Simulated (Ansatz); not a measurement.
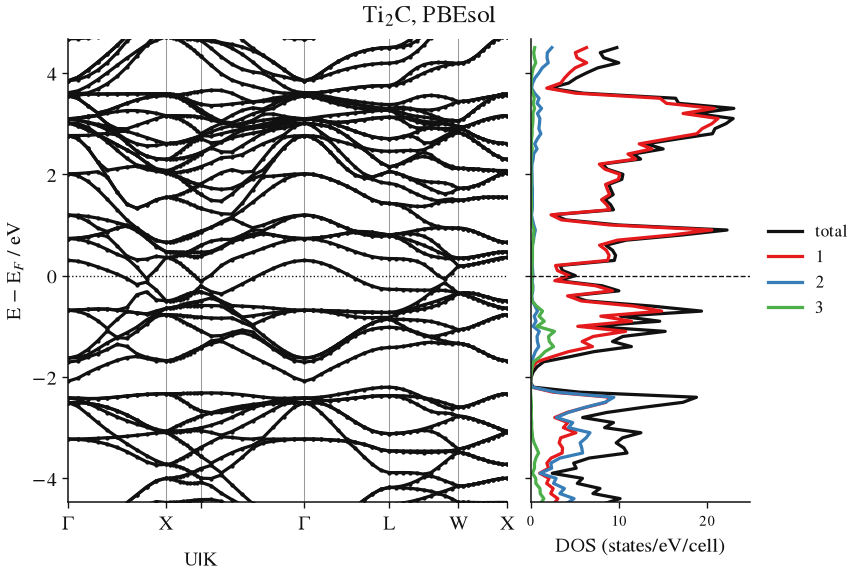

Band structure and density of states. Energies are counted from the Fermi level. The partial curves are projected on Löwdin-orthogonalised atomic shells.

System: Ti₂C, space group Fd-3m (No. 227), 12 atoms in the cell.

Ansatz 0.2.0; DFT PBEsol, scalar-relativistic, plane waves, PAW, no spin polarisation, 8×8×8 k mesh, Gaussian smearing of 0.1 eV.

Question: The numbered curves are projections. Which is which? The candidates: C 2p, Ti 3d, Ti 4s.

Answer: 1 is Ti 3d; 2 is C 2p; 3 is Ti 4s.

Question: Metal, semiconductor or insulator?

Answer: A metal: 2 bands cross the Fermi level along this path.
